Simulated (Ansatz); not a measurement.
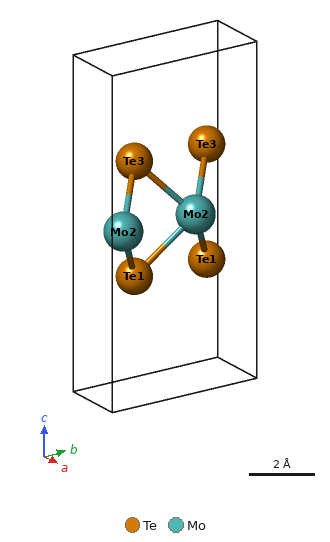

The input geometry of run 1 (ball-and-stick view of the 1 × 2 repeat of the cell, with the vacuum cut short, seen slightly off an axis; atoms are numbered from 1 in the order of the input). An atom can appear more than once, as a periodic image.

**MoTe2: one change and its effect**

System: MoTe2 (slab, 3 atoms in the cell).
Method of run 1: DFT PBE+D3(BJ), scalar-relativistic, plane waves, PAW, PAW set soft_1, no spin polarisation (Ansatz 0.2.0).

The structure derives from an entry of the Crystallography Open Database. Text and figures count atoms from 1; the logs count them from 0 in places.

## The input, run 1
```yaml
crystal:
  lattice:
    - [3.5038817003, 0.0, 0.0]
    - [-1.7519408501, 3.0344505643, 0.0]
    - [0.0, 0.0, 24.767719909]
  atoms:
    - { symbol: Te, position: [0.3333333333, 0.6666666667, 0.1816881011] }
    - { symbol: Mo, position: [0.6666666667, 0.3333333333, 0.2550468917] }
    - { symbol: Te, position: [0.3333333333, 0.6666666667, 0.3284056823] }
basis:
  ecutwfc: 420
kpoints:
  mp_grid: { grid: [9, 9, 1] }
hamiltonian:
  xc: pbe
  pseudopotentials: { kind: paw, azcp: { folder: soft_1 } }
  dispersion: d3bj
scf:
  occupations: { method: gaussian, width: 0.05 }
output:
  forces: true
  eigenvalues: true
efield:
  axis: 3
  dipole_correction: true
  ramp_width: 0.04
```

Command:
```bash
ansatz run input.yaml --threads 1 --pin off --max-ram 3072MiB --backend cpu --events-out ev --progress --plain --runs-dir out
```

Hardware: 1 thread of Intel Xeon (Sapphire Rapids), 16 GiB of memory available, shared host.

## Output, shortened to warnings, some set-up lines, iterations and results (run 1)
```
Basis set: ecut = 420 eV, 5141 PW (Γ), exchange–correlation on 48×48×360 points (8 copies of the dense FFT grid, shifted against one another)
Symmetry: 6 space group operations
k-points: 12 of 81 (time reversal used)
Initial density: superposition of atomic densities (neutral atoms: chi_scale 0, normalization atom)
[...]
SCF iter   1: F=—  HF=-18918.787464 eV  |F-HF|=—  |Δ(HF+E_count)|=         —  Δρ=2.60e-2  dr2=2.43e0  ethr=3.10e-3  p=-0.000 e·Å  D=-1.30e-8 V/Å  ΔV_dip=0.00 eV  …
SCF iter   2: F=—  HF=-18918.653026 eV  |F-HF|=—  |Δ(HF+E_count)|=   1.34e-1  Δρ=2.42e-2  dr2=4.33e0  ethr=3.10e-3  p=-0.000 e·Å  D=-1.32e-4 V/Å  ΔV_dip=0.00 eV  …
SCF iter   3: F=—  HF=-18918.495598 eV  |F-HF|=—  |Δ(HF+E_count)|=   1.57e-1  Δρ=1.82e-2  dr2=3.07e0  ethr=3.10e-3  p=0.000 e·Å  D=2.15e-4 V/Å  ΔV_dip=-0.01 eV  …
SCF iter   4: F=—  HF=-18918.200991 eV  |F-HF|=—  |Δ(HF+E_count)|=   2.95e-1  Δρ=8.99e-3  dr2=5.46e-1  ethr=3.10e-3  p=-0.000 e·Å  D=-7.42e-5 V/Å  ΔV_dip=0.00 eV  …
SCF iter   5: F=—  HF=-18918.143525 eV  |F-HF|=—  |Δ(HF+E_count)|=   5.75e-2  Δρ=1.38e-3  dr2=1.01e-2  ethr=1.19e-3  p=0.003 e·Å  D=2.06e-3 V/Å  ΔV_dip=-0.05 eV  …
SCF iter   6: F=—  HF=-18918.148963 eV  |F-HF|=—  |Δ(HF+E_count)|=   5.44e-3  Δρ=1.21e-3  dr2=6.50e-2  ethr=2.19e-5  p=-0.017 e·Å  D=-1.19e-2 V/Å  ΔV_dip=0.30 eV  …
SCF iter   7: F=—  HF=-18918.142829 eV  |F-HF|=—  |Δ(HF+E_count)|=   6.13e-3  Δρ=2.14e-4  dr2=6.59e-4  ethr=2.19e-5  p=-0.002 e·Å  D=-1.20e-3 V/Å  ΔV_dip=0.03 eV  …
SCF iter   8: F=—  HF=-18918.142780 eV  |F-HF|=—  |Δ(HF+E_count)|=   4.93e-5  Δρ=6.19e-5  dr2=2.90e-5  ethr=1.43e-6  p=-0.000 e·Å  D=-1.27e-4 V/Å  ΔV_dip=0.00 eV  …
SCF iter   9: F=—  HF=-18918.142799 eV  |F-HF|=—  |Δ(HF+E_count)|=   1.87e-5  Δρ=1.31e-5  dr2=1.01e-6  ethr=6.29e-8  p=-0.000 e·Å  D=-6.95e-5 V/Å  ΔV_dip=0.00 eV  …
SCF iter  10: F=-18918.142799 eV  HF=-18918.142799 eV  |F-HF|=6.63e-8  |Δ(HF+E_count)|=   1.19e-7  Δρ=4.37e-6  dr2=8.58e-8  ethr=2.17e-10  p=0.000 e·Å  D=1.76e-5 V/Å  …
SCF 1 converged in 10 iterations: F = -18918.142799 eV  dr2 = 8.58e-8
SCF converged after 10 iterations
Free energy (F): -18918.142799 eV
Harris-Foulkes:  -18918.142799 eV  (|F-HF|=6.63e-8)
Internal energy: -18918.142799 eV  (E = F + TS)
E sigma→0 (E₀):  -18918.142799 eV
Fermi energy:    0.646799 eV
Dipole field:    D = -0.000036 V/Å  (p = -0.000053 e·Å, saw-weighted, corrected)
Work function:   Φ+ = 4.2305 eV   Φ− = 4.2296 eV
Levels:          The Fermi level and band energies are counted from a zero that moves with the ramp; work functions are not
--- Per-component energies (eV) ---
  E_band       = -1135.391487
  E_kinetic    = 767.818564
  E_local      = -48660.603885  (includes V_loc(G=0)·N_el)
  E_nonlocal   = 282.606285
  E_hartree    = 23926.428242
  E_xc         = -420.928532
  E_vxc        = -423.344498  (∫ρ·V_xc dr)
  E_paw        = -12556.337182  (= ΣΔE_a)
  E_vpaw       = -954.720947  (= ΣTr[D̂ρ^β])
  E_aug_tail   = 0.000233  (compensation charges beyond the density's cutoff)
  E_efield     = 0.000000  (sawtooth field / dipole correction)
  E_vefield    = 0.000000  (∫n·V_field dr)
  E_ewald      = 17744.076138
  E_disp       = -1.202662  (pairwise vdW)
  E_smearing   = -0.000000  (= −TS)
  E_closure    = -0.000000  (closes the sum)
  Σ components = -18918.142799   (vs F -18918.142799, Δ=0.00e0)
--- Forces (eV/Å), atoms counted from 1 ---
  atom   1  Te     0.00000000     0.00000000    -0.00022751
  atom   2  Mo    -0.00000000    -0.00000000    -0.00002017
  atom   3  Te     0.00000000     0.00000000     0.00027356
  max |Σ_I F_I| component: 2.59e-5 eV/Å
```

For run 2 the input was changed thus:
```diff
+  mixing: { algorithm: anderson, beta: 0.005, ndim: 1 }
+  max_iter: 50
```

What does this change do to the results?

Both reach the same energy, so the change doesn't alter the result. The SCF takes 38 iterations against 10. On the same kind of shared host run 2 took about 4.6 times as long.

## Output, shortened to warnings, some set-up lines, iterations and results (run 2)
```
Basis set: ecut = 420 eV, 5141 PW (Γ), exchange–correlation on 48×48×360 points (8 copies of the dense FFT grid, shifted against one another)
Symmetry: 6 space group operations
k-points: 12 of 81 (time reversal used)
Initial density: superposition of atomic densities (neutral atoms: chi_scale 0, normalization atom)
[...]
SCF iter   1: F=—  HF=-18918.787464 eV  |F-HF|=—  |Δ(HF+E_count)|=         —  Δρ=2.60e-2  dr2=2.43e0  ethr=3.10e-3  p=-0.000 e·Å  D=-1.30e-8 V/Å  ΔV_dip=0.00 eV  …
SCF iter   2: F=—  HF=-18918.773583 eV  |F-HF|=—  |Δ(HF+E_count)|=   1.39e-2  Δρ=2.58e-2  dr2=2.39e0  ethr=3.10e-3  p=-0.000 e·Å  D=-5.43e-7 V/Å  ΔV_dip=0.00 eV  …
SCF iter   3: F=—  HF=-18918.761140 eV  |F-HF|=—  |Δ(HF+E_count)|=   1.24e-2  Δρ=2.55e-2  dr2=2.34e0  ethr=3.10e-3  p=-0.000 e·Å  D=-4.90e-7 V/Å  ΔV_dip=0.00 eV  …
SCF iter   4: F=—  HF=-18918.749301 eV  |F-HF|=—  |Δ(HF+E_count)|=   1.18e-2  Δρ=2.53e-2  dr2=2.29e0  ethr=3.10e-3  p=-0.000 e·Å  D=-4.52e-7 V/Å  ΔV_dip=0.00 eV  …
SCF iter   5: F=—  HF=-18918.738052 eV  |F-HF|=—  |Δ(HF+E_count)|=   1.12e-2  Δρ=2.50e-2  dr2=2.24e0  ethr=3.10e-3  p=-0.000 e·Å  D=-4.32e-7 V/Å  ΔV_dip=0.00 eV  …
[... 29 lines ...]
SCF iter  35: F=—  HF=-18918.142812 eV  |F-HF|=—  |Δ(HF+E_count)|=   5.91e-4  Δρ=6.76e-5  dr2=5.56e-5  ethr=2.17e-6  p=-0.000 e·Å  D=-8.72e-6 V/Å  ΔV_dip=0.00 eV  …
SCF iter  36: F=—  HF=-18918.142800 eV  |F-HF|=—  |Δ(HF+E_count)|=   1.19e-5  Δρ=2.78e-5  dr2=3.06e-6  ethr=1.21e-7  p=0.000 e·Å  D=2.48e-5 V/Å  ΔV_dip=-0.00 eV  …
SCF iter  37: F=-18918.142799 eV  HF=-18918.142799 eV  |F-HF|=6.15e-8  |Δ(HF+E_count)|=   8.17e-7  Δρ=3.83e-6  dr2=7.22e-8  ethr=2.17e-10  p=-0.000 e·Å  D=-9.44e-7 V/Å  …
SCF iter  38: F=-18918.142799 eV  HF=-18918.142799 eV  |F-HF|=6.16e-8  |Δ(HF+E_count)|=  7.28e-12  Δρ=3.83e-6  dr2=7.24e-8  ethr=1.57e-10  p=-0.000 e·Å  D=-9.11e-7 V/Å  …
SCF 1 converged in 38 iterations: F = -18918.142799 eV  dr2 = 7.24e-8
SCF converged after 38 iterations
Free energy (F): -18918.142799 eV
Harris-Foulkes:  -18918.142799 eV  (|F-HF|=6.16e-8)
Internal energy: -18918.142799 eV  (E = F + TS)
E sigma→0 (E₀):  -18918.142799 eV
Fermi energy:    0.646682 eV
Dipole field:    D = 0.000012 V/Å  (p = 0.000018 e·Å, saw-weighted, corrected)
Work function:   Φ+ = 4.2299 eV   Φ− = 4.2302 eV
Levels:          The Fermi level and band energies are counted from a zero that moves with the ramp; work functions are not
--- Per-component energies (eV) ---
  E_band       = -1135.396035
  E_kinetic    = 767.817602
  E_local      = -48660.615671  (includes V_loc(G=0)·N_el)
  E_nonlocal   = 282.604905
  E_hartree    = 23926.441686
  E_xc         = -420.928642
  E_vxc        = -423.344646  (∫ρ·V_xc dr)
  E_paw        = -12556.336388  (= ΣΔE_a)
  E_vpaw       = -954.720697  (= ΣTr[D̂ρ^β])
  E_aug_tail   = 0.000233  (compensation charges beyond the density's cutoff)
  E_efield     = 0.000000  (sawtooth field / dipole correction)
  E_vefield    = 0.000000  (∫n·V_field dr)
  E_ewald      = 17744.076138
  E_disp       = -1.202662  (pairwise vdW)
  E_smearing   = -0.000000  (= −TS)
  E_closure    = -0.000000  (closes the sum)
  Σ components = -18918.142799   (vs F -18918.142799, Δ=0.00e0)
--- Forces (eV/Å), atoms counted from 1 ---
  atom   1  Te     0.00000000     0.00000000    -0.00032177
  atom   2  Mo     0.00000000    -0.00000000    -0.00001534
  atom   3  Te     0.00000000     0.00000000     0.00032831
  max |Σ_I F_I| component: 8.80e-6 eV/Å
```

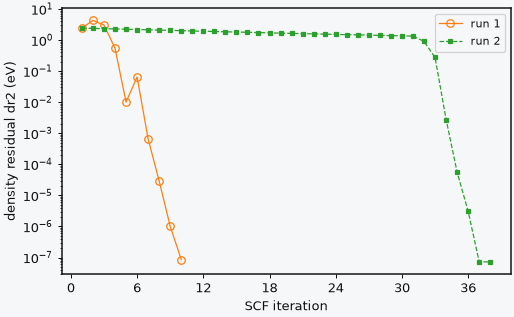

Convergence of the two runs: density residual dr2 against the SCF iteration. Run 1 takes 10 iterations in all, and run 2 takes 38.

## The two runs side by side

| quantity | run 1 | run 2 |
| --- | --- | --- |
| outcome | converged | converged |
| free energy per atom (eV) | −6306.0476 | −6306.0476 |
| gap on the mesh (eV) | 1.19 | 1.19 |
| work function (eV) | 4.23 | – |
| largest force (eV/Å) | 0.000 | 0.000 |
| SCF iterations | 10 | 38 |
| irreducible k-points | 12 | 12 |
| plane waves at Γ | 5141 | 5141 |
| wall time (shared host) | 6.6 s | 30 s |

For run 2: The input was spoiled on purpose: mixing far too weak (`scf.mixing`). It did no harm here: the run converged to the energy of the sound run within 1 meV per atom.
